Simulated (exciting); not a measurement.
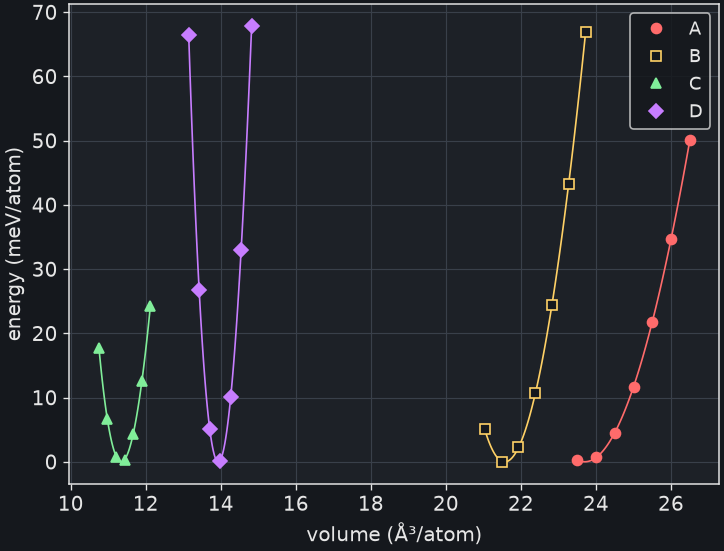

Plotted: energy against volume, with one curve for each element, for Cu, Hf, Os and Sc (all in space group P6_3/mmc (No. 194)). The labels are replaced by letters.

How it was computed, with exciting sodium: all-electron LAPW DFT, no spin polarisation; energies at scaled volumes of the given cell, shape and fractions fixed, counted from the fit's minimum, third-order Birch-Murnaghan fit. Level: PBEsol.

occupations Fermi–Dirac; smearing width 0.05 eV; potentials all electron LAPW+lo, shipped species files.

Q: Which letter stands for which compound?

A: A: Sc; B: Hf; C: Cu; D: Os.

Note: shape and atomic fractions are frozen while scaling, which makes layered, chain and framework solids too stiff.
